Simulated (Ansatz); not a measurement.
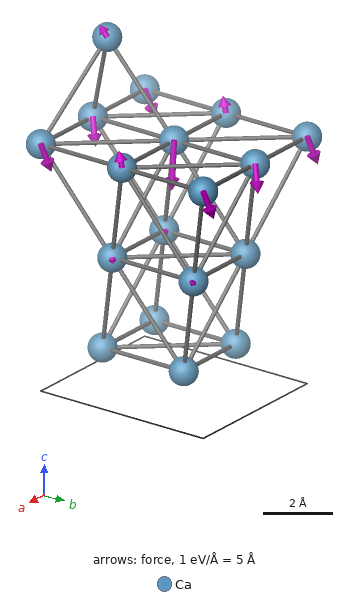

Starting geometry of a slab of composition Ca with the computed forces as purple arrows. Style: ball-and-stick. Shown: the cell of the calculation, outlined in the plane, without the vacuum, slightly off an axis.

It is Ca on Ca(111), set down by a guess. The run prepares an end point of a later path (adatom hop) calculation, from a guessed geometry. 4 atoms are held fixed.

Theory: DFT PBE, scalar-relativistic, plane waves, PAW in Ansatz 0.2.0. Set-up: plane-wave cutoff 420 eV; k-point mesh 3 × 3 × 1; occupations gaussian; smearing width 0.05 eV; no spin polarisation; atoms relaxed in a fixed cell; force threshold 0.03 eV/Å; at most 60 steps.

What follows when this structure is relaxed?

It isn't relaxed: the largest force vector, on a Ca atom, is 0.30 eV/Å. The final displacements follow the starting forces only in part (cosine between the two patterns 0.69). After 3 geometry steps the energy has fallen by 0.130 eV per cell of the calculation. The largest force component goes from 0.3 to 0.016 eV/Å. The atom that moves furthest is a Ca atom (0.43 Å along the normal (−c)). The lattice vectors keep their values. Among the contacts that change: Ca–Ca 3.946 → 3.751 Å, Ca–Ca 3.946 → 3.773 Å, Ca–Ca 3.946 → 3.798 Å, Ca–Ca 3.946 → 3.833 Å.

Limits of the set-up: the periodic images lie only 7.9 Å apart, so the values are limited by the cell's size.
